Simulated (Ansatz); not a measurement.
## Se: one change and its effect

System: Se (P3₁21, 3 atoms in the cell).
Method of run 1: DFT PBE+D3(BJ), scalar-relativistic, plane waves, PAW, no spin polarisation (Ansatz 0.2.0).

The structure derives from an entry of the Crystallography Open Database. Text and figures count atoms from 1; the logs count them from 0 in places.

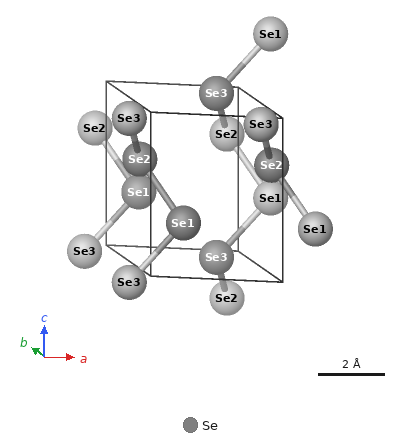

**Figure 1.** The structure (ball-and-stick view of the cell of the calculation, seen slightly off an axis; neighbours outside the cell are drawn fainter; atoms are numbered from 1 in the order of the input).

**Input file, run 1**
```yaml
crystal:
  lattice:
    - [4.0681465822, 0.0, 0.0]
    - [-2.0340732911, 3.5231182865, 0.0]
    - [0.0, 0.0, 5.1277306245]
  atoms:
    - { symbol: Se, position: [0.2473450684, 0.0, 0.3333333333] }
    - { symbol: Se, position: [0.0, 0.2473450684, 0.6666666667] }
    - { symbol: Se, position: [0.7526549316, 0.7526549316, 0.0] }
basis:
  ecutwfc: 420
kpoints:
  mp_grid: { grid: [9, 9, 8] }
hamiltonian:
  xc: pbe
  dispersion: d3bj
scf:
  occupations: { method: gaussian, width: 0.05 }
output:
  forces: true
  stress: true
  eigenvalues: true
```

Launched with:
```bash
ansatz run input.yaml --threads 1 --pin off --max-ram 2048MiB --backend cpu --events-out ev --progress --plain --runs-dir out
```

Hardware: 1 thread of Intel Xeon @ 2.90GHz (Ice Lake), 64 GiB of memory available, shared host.

**Output, shortened to warnings, some set-up lines, iterations and results (run 1)**
```
Basis set: ecut = 420 eV, 1421 PW (Γ), exchange–correlation on 60×60×72 points (8 copies of the dense FFT grid, shifted against one another)
Symmetry: 6 space group operations
k-points: 81 of 648 (time reversal used)
Initial density: superposition of atomic densities (neutral atoms: chi_scale 0, normalization atom), corrected by the library's trained network
[...]
SCF iter   1: F=—  HF=-16408.218151 eV  |F-HF|=—  |Δ(HF+E_count)|=         —  Δρ=1.91e-3  dr2=1.82e-3  ethr=1.77e-3  ⟨swp⟩=6.0  Hψ=9846  notcnv=0
SCF iter   2: F=—  HF=-16408.218406 eV  |F-HF|=—  |Δ(HF+E_count)|=   2.55e-4  Δρ=1.10e-3  dr2=6.47e-4  ethr=3.80e-6  ⟨swp⟩=2.4  Hψ=4534  notcnv=0
SCF iter   3: F=—  HF=-16408.218756 eV  |F-HF|=—  |Δ(HF+E_count)|=   3.50e-4  Δρ=1.62e-4  dr2=1.71e-5  ethr=1.35e-6  ⟨swp⟩=2.0  Hψ=2997  notcnv=0
SCF iter   4: F=—  HF=-16408.218724 eV  |F-HF|=—  |Δ(HF+E_count)|=   3.24e-5  Δρ=8.36e-5  dr2=3.24e-6  ethr=3.57e-8  ⟨swp⟩=2.0  Hψ=4212  notcnv=0
SCF iter   5: F=—  HF=-16408.218729 eV  |F-HF|=—  |Δ(HF+E_count)|=   4.42e-6  Δρ=2.09e-5  dr2=4.96e-7  ethr=6.74e-9  ⟨swp⟩=2.0  Hψ=2997  notcnv=0
SCF iter   6: F=-16408.218729 eV  HF=-16408.218729 eV  |F-HF|=5.38e-9  |Δ(HF+E_count)|=   2.85e-7  Δρ=7.09e-6  dr2=4.95e-8  ethr=2.08e-10  ⟨swp⟩=5.0  Hψ=9647  notcnv=0
SCF 1 converged in 6 iterations: F = -16408.218729 eV  dr2 = 4.95e-8
SCF converged after 6 iterations
Free energy (F): -16408.218729 eV
Harris-Foulkes:  -16408.218729 eV  (|F-HF|=5.38e-9)
Internal energy: -16408.218729 eV  (E = F + TS)
E sigma→0 (E₀):  -16408.218729 eV
Fermi energy:    8.629070 eV
--- Per-component energies (eV) ---
  E_band       = -1161.512149
  E_kinetic    = 351.583574
  E_local      = -7194.816898  (includes V_loc(G=0)·N_el)
  E_nonlocal   = -1782.896158
  E_hartree    = 3552.458972
  E_xc         = -311.195250
  E_vxc        = -292.562229  (∫ρ·V_xc dr)
  E_paw        = -5736.081763  (= ΣΔE_a)
  E_vpaw       = 652.257987  (= ΣTr[D̂ρ^β])
  E_aug_tail   = -0.001798  (compensation charges beyond the density's cutoff)
  E_ewald      = -5286.200653
  E_disp       = -1.068756  (pairwise vdW)
  E_smearing   = -0.000000  (= −TS)
  E_closure    = -0.000000  (closes the sum)
  Σ components = -16408.218729   (vs F -16408.218729, Δ=0.00e0)
--- Forces (eV/Å), atoms counted from 1 ---
  atom   1  Se    -0.00243005    -0.00000000     0.00000000
  atom   2  Se     0.00121503    -0.00210449    -0.00000000
  atom   3  Se     0.00121503     0.00210449    -0.00000000
  max |Σ_I F_I| component: 7.42e-17 eV/Å
--- Stress (GPa, compression-positive) ---
       -0.010385       0.000000      -0.000000
        0.000000      -0.010385      -0.000000
       -0.000000      -0.000000       0.005588
  P = ⅓ Tr σ = -0.0051 GPa (-0.051 kbar)
```

The input of run 2 differs as follows (lines with − go, lines with + come):
```diff
-  mp_grid: { grid: [9, 9, 8] }
+  mp_grid: { grid: [12, 12, 8] }
```

Predict how the results change.

The free energy of run 2 is 0.09 meV per atom lower, which measures how much it depends on this numerical setting. The number of SCF iterations is the same. The irreducible k-points go from 81 to 131.

**Output, shortened to warnings, some set-up lines, iterations and results (run 2)**
```
Basis set: ecut = 420 eV, 1421 PW (Γ), exchange–correlation on 60×60×72 points (8 copies of the dense FFT grid, shifted against one another)
Symmetry: 6 space group operations
k-points: 131 of 1152 (time reversal used)
Initial density: superposition of atomic densities (neutral atoms: chi_scale 0, normalization atom), corrected by the library's trained network
[...]
SCF iter   1: F=—  HF=-16408.218415 eV  |F-HF|=—  |Δ(HF+E_count)|=         —  Δρ=1.91e-3  dr2=1.82e-3  ethr=1.77e-3  ⟨swp⟩=6.0  Hψ=16005  notcnv=0
SCF iter   2: F=—  HF=-16408.218669 eV  |F-HF|=—  |Δ(HF+E_count)|=   2.54e-4  Δρ=1.10e-3  dr2=6.48e-4  ethr=3.80e-6  ⟨swp⟩=2.4  Hψ=7304  notcnv=0
SCF iter   3: F=—  HF=-16408.219018 eV  |F-HF|=—  |Δ(HF+E_count)|=   3.49e-4  Δρ=1.61e-4  dr2=1.68e-5  ethr=1.35e-6  ⟨swp⟩=2.0  Hψ=4847  notcnv=0
SCF iter   4: F=—  HF=-16408.218986 eV  |F-HF|=—  |Δ(HF+E_count)|=   3.22e-5  Δρ=8.36e-5  dr2=3.24e-6  ethr=3.50e-8  ⟨swp⟩=2.0  Hψ=6812  notcnv=0
SCF iter   5: F=—  HF=-16408.218990 eV  |F-HF|=—  |Δ(HF+E_count)|=   4.42e-6  Δρ=2.11e-5  dr2=5.05e-7  ethr=6.75e-9  ⟨swp⟩=2.0  Hψ=4847  notcnv=0
SCF iter   6: F=-16408.218991 eV  HF=-16408.218991 eV  |F-HF|=4.91e-9  |Δ(HF+E_count)|=   2.76e-7  Δρ=7.11e-6  dr2=5.00e-8  ethr=2.08e-10  ⟨swp⟩=5.0  Hψ=15615  notcnv=0
SCF 1 converged in 6 iterations: F = -16408.218991 eV  dr2 = 5.00e-8
SCF converged after 6 iterations
Free energy (F): -16408.218991 eV
Harris-Foulkes:  -16408.218991 eV  (|F-HF|=4.91e-9)
Internal energy: -16408.218991 eV  (E = F + TS)
E sigma→0 (E₀):  -16408.218991 eV
Fermi energy:    8.639585 eV
--- Per-component energies (eV) ---
  E_band       = -1161.516321
  E_kinetic    = 351.581545
  E_local      = -7194.812814  (includes V_loc(G=0)·N_el)
  E_nonlocal   = -1782.895335
  E_hartree    = 3552.455789
  E_xc         = -311.194733
  E_vxc        = -292.561548  (∫ρ·V_xc dr)
  E_paw        = -5736.082236  (= ΣΔE_a)
  E_vpaw       = 652.256795  (= ΣTr[D̂ρ^β])
  E_aug_tail   = -0.001798  (compensation charges beyond the density's cutoff)
  E_ewald      = -5286.200653
  E_disp       = -1.068756  (pairwise vdW)
  E_smearing   = -0.000000  (= −TS)
  E_closure    = 0.000000  (closes the sum)
  Σ components = -16408.218991   (vs F -16408.218991, Δ=0.00e0)
--- Forces (eV/Å), atoms counted from 1 ---
  atom   1  Se    -0.00218082    -0.00000000     0.00000000
  atom   2  Se     0.00109041    -0.00188864    -0.00000000
  atom   3  Se     0.00109041     0.00188864    -0.00000000
  max |Σ_I F_I| component: 7.18e-17 eV/Å
--- Stress (GPa, compression-positive) ---
       -0.015410      -0.000000      -0.000000
        0.000000      -0.015410      -0.000000
       -0.000000      -0.000000       0.011450
  P = ⅓ Tr σ = -0.0065 GPa (-0.065 kbar)
```

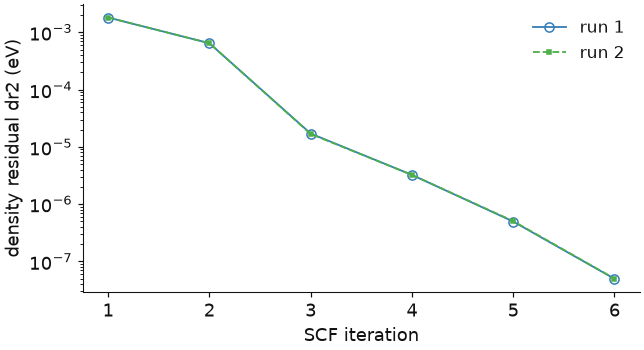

**Figure 2.** Convergence of the two runs: density residual dr2 against the SCF iteration. Run 1 takes 6 iterations in all, and run 2 takes 6.

**The two runs side by side**

```csv
quantity,run 1,run 2
outcome,converged,converged
free energy per atom (eV),−5469.4062,−5469.4063
gap on the mesh (eV),0.54,0.52
pressure (GPa),−0.01,−0.01
largest force (eV/Å),0.002,0.002
SCF iterations,6,6
irreducible k-points,81,131
plane waves at Γ,1421,1421
wall time (shared host),13 s,17 s
```
